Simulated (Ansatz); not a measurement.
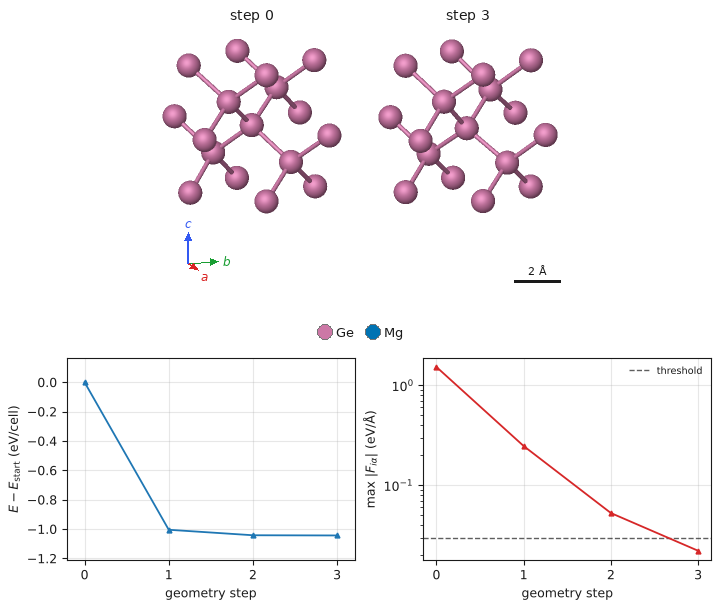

First and last geometry of a relaxation of a defect cell of composition Ge₆₄Mg (cell charge +2), with the history of the run. The picture is a ball-and-stick view of the atoms within 4.2 Å of the atom that moves most (axes of the cell of the calculation (origin shifted)), seen slightly off an axis.

Theory: DFT, PBEsol, PAW, plane waves in Ansatz. Settings: plane-wave cutoff 420 eV; k-point mesh 1 × 1 × 1; mesh shifted by (0.25, 0.25, 0.25); no spin polarisation; atoms relaxed in a fixed cell; force threshold 0.03 eV/Å; at most 80 steps.

**Read the history and describe the run.**

It converged. The energy falls by 1.043 eV per cell of the calculation in 3 geometry steps. Largest force component: 1.5 eV/Å at the start, 0.022 eV/Å at the end. The largest moves, 0.18 Å, are those of Ge atoms. By element the largest moves are Ge 0.18 Å, Mg 0.05 Å. The cell stays as it was. Among the contacts that change: Ge–Ge 2.407 → 2.539 Å, Ge–Ge 2.460 → 2.535 Å, Ge–Ge 2.517 → 2.447 Å, Ge–Ge 2.492 → 2.534 Å. Among the angles between lasting bonds that change: Ge–Ge–Ge 111.6° → 106.2°, Ge–Ge–Ge 110.7° → 105.6°, Ge–Ge–Ge 112.1° → 107.0°.

| step | E − E(0), meV/atom | largest force component, eV/Å |
| --- | --- | --- |
| 0 | 0.00 | 1.5262 |
| 1 | -15.45 | 0.2468 |
| 2 | -16.03 | 0.0527 |
| 3 | -16.05 | 0.0221 |

Limits of the set-up: the cell is charged, on a uniform background, and energies carry no finite-size correction.
